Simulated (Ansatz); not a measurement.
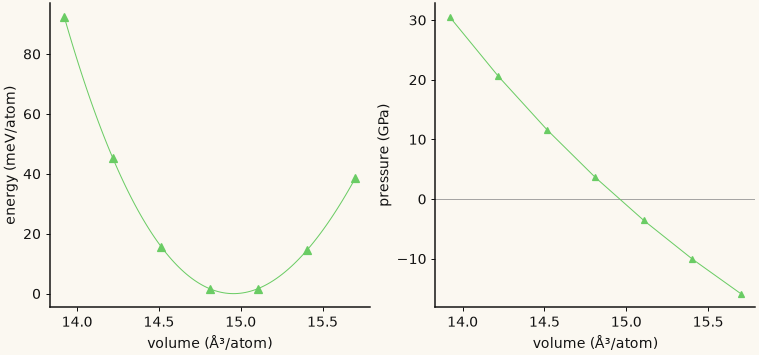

The picture above shows the energy and pressure against volume for Re, space group P6_3/mmc (No. 194).

Cell as given: a = 2.766 Å, b = 2.766 Å, c = 8.939 Å, α = 90.00°, β = 90.00°, γ = 120.00°; 4 atoms.

How it was computed, with Ansatz 0.2.0: plane-wave DFT, no spin polarisation; energies at scaled volumes of the given cell, shape and fractions fixed, counted from the fit's minimum, third-order Birch-Murnaghan fit. Level: PBE.

- k mesh: 11×11×3
- occupations: Fermi–Dirac
- smearing width: 0.05 eV
- potentials: Ansatz NC
- wave cutoff: 979.6 eV
- density cutoff: 3918 eV

Tabulate the plotted points.

```csv
volume (Å³/atom),energy (meV/atom),pressure (GPa)
13.92,92.31,30.49
14.22,45.27,20.57
14.51,15.62,11.65
14.81,1.62,3.63
15.11,1.70,-3.58
15.40,14.41,-10.05
15.70,38.45,-15.85
```

Limits of the calculation: shape and atomic fractions are frozen while scaling, which makes layered, chain and framework solids too stiff.
